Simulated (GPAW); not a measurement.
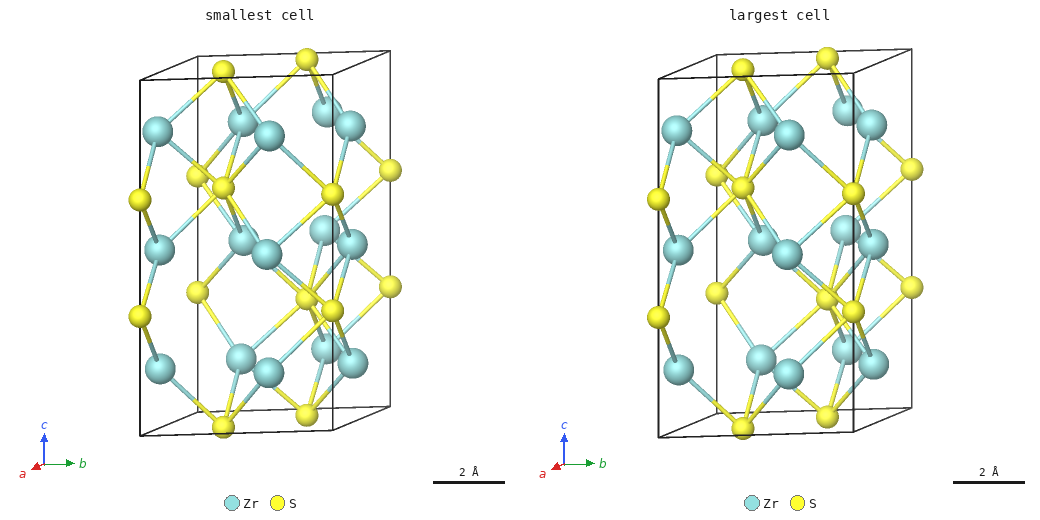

Zr₃S₂, space group R32 (No. 155), relaxed (cell and atoms, zero pressure) with five choices of dispersion term on top of PBEsol; the smallest and the largest of the relaxed conventional cells are drawn to one scale (sticks follow a distance rule). The start was a structure listed in the Materials Project. It needn't be the stable form of this composition.

Alike in all runs: GPAW 26.7.0; functional PBEsol; potentials PAW data sets generated in the run's folder for this functional; cutoff 600 eV; k mesh 4 × 4 × 4 on the run's cell of 5 atoms; occupations fermi-dirac, width 0.05 eV; no spin polarisation; no spin-orbit coupling. All runs are metallic.

| level | volume (Å³/atom) | a (Å) | c (Å) |
| --- | --- | --- | --- |
| none | 19.43 | 5.711 | 10.320 |
| D3(BJ)-ATM | 18.89 | 5.652 | 10.244 |
| D3 | ? | ? | ? |
| D4 | 19.22 | 5.688 | 10.286 |
| D3(BJ) | 18.81 | 5.642 | 10.232 |

What does D3 give?

Answer. Volume 19.07 Å³/atom; a 5.674 Å; c 10.258 Å. That is between D3(BJ)-ATM and D4 in volume.

Order the levels by the relaxed volume, smallest first.

Answer. D3(BJ) (18.81 Å³/atom), D3(BJ)-ATM (18.89 Å³/atom), D3 (19.07 Å³/atom), D4 (19.22 Å³/atom), none (19.43 Å³/atom). Rows within a few tenths of a per cent can't be told apart.

Caveat: later steps reuse the first step's grids; pairwise dispersion terms can overbind metals strongly.
